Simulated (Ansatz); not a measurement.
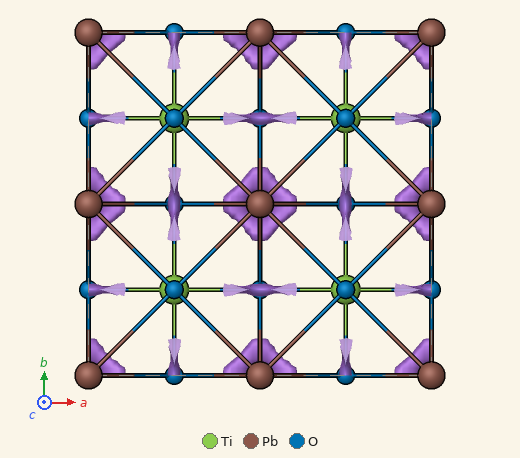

The purple surface encloses the points that the centre of a probe sphere of radius 0.40 Å can occupy in TiPbO3 (Pm-3m, No. 221), computed on a grid of about 0.16 Å (2×2×2 cells shown, view along the c axis; pale faces close the region where the box cuts it).

The atoms' radii are covalent radii (Cordero): Ti 1.60 Å, Pb 1.46 Å, O 0.66 Å.

Origin of the cell: coordinates from a relaxation at a target pressure of 25 GPa with DFT PBEsol, scalar-relativistic, plane waves, PAW (Ansatz 0.2.0).

```cif
data_structure
_symmetry_space_group_name_H-M 'Pm-3m'
_symmetry_Int_Tables_number 221
_cell_length_a 3.7854
_cell_length_b 3.7854
_cell_length_c 3.7854
_cell_angle_alpha 90.000
_cell_angle_beta 90.000
_cell_angle_gamma 90.000
_cell_volume 54.24
loop_
_atom_site_label
_atom_site_type_symbol
_atom_site_symmetry_multiplicity
_atom_site_Wyckoff_symbol
_atom_site_fract_x
_atom_site_fract_y
_atom_site_fract_z
_atom_site_occupancy
Ti1 Ti 1 b 0.50000 0.50000 0.50000 1
Pb1 Pb 1 a 0.00000 0.00000 0.00000 1
O1 O 3 c 0.50000 0.00000 0.50000 1
```

Question: Is the space open to the probe made of pockets or channels?

Answer: They are isolated pockets that do not connect across cells.

Question: What share of the cell can the probe's centre reach?

Answer: About 2.5 % of the volume (1.3 Å³ of 54.2 Å³).

Question: Give the largest included and the largest free sphere.

Answer: The largest sphere that fits anywhere has a diameter of 1.11 Å; the largest that can travel through the crystal, about 0.6 Å.

Question: How does the connectivity change as the probe shrinks?

Answer: Below a radius of about 0.30 Å the space forms a three-dimensional network. These are grid estimates, good to about 0.05 Å.
